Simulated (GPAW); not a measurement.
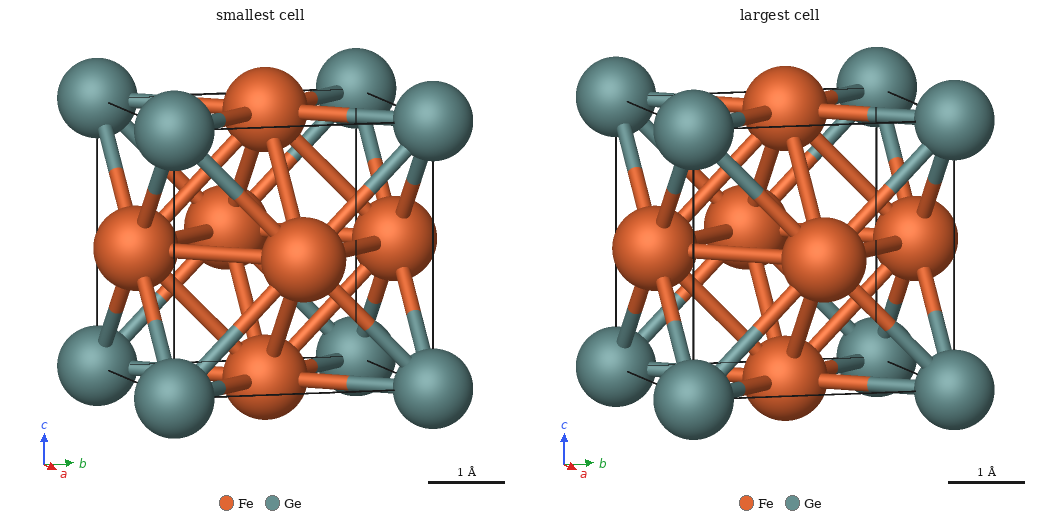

Fe3Ge, Cu₃Au (L1₂) type, space group Pm-3m (No. 221), relaxed (cell and atoms, zero pressure) with five choices of dispersion term on top of PBEsol; the smallest and the largest of the relaxed conventional cells are drawn to one scale (sticks follow a distance rule). The start was a structure listed in the Materials Project. It needn't be the stable form of this composition.

Alike in all runs: GPAW 26.7.0; functional PBEsol; potentials PAW data sets generated in the run's folder for this functional; cutoff 600 eV; k mesh 7 × 7 × 7 on the run's cell of 4 atoms; occupations fermi-dirac, width 0.05 eV; collinear spin, ferromagnetic start; no spin-orbit coupling. All runs are metallic.

```tsv
level	volume (Å³/atom)	a (Å)	moment (μB/atom)
D3(BJ)	11.35	3.567	1.54
none	11.63	3.596	1.56
D4	11.47	3.580	1.55
D3	11.35	3.567	1.54
D3(BJ)-ATM	?	?	?
```

> What does D3(BJ)-ATM give?

Volume 11.41 Å³/atom; a 3.573 Å; moment 1.55 μB/atom. That is between D3 and D4 in volume.

> Order the levels by the relaxed volume, smallest first.

D3(BJ) and D3 (11.35 Å³/atom), D3(BJ)-ATM (11.41 Å³/atom), D4 (11.47 Å³/atom), none (11.63 Å³/atom). Rows within a few tenths of a per cent can't be told apart.

Caveat: each step starts from the last one's moments, so a moment once lost doesn't come back; later steps reuse the first step's grids; pairwise dispersion terms can overbind metals strongly.
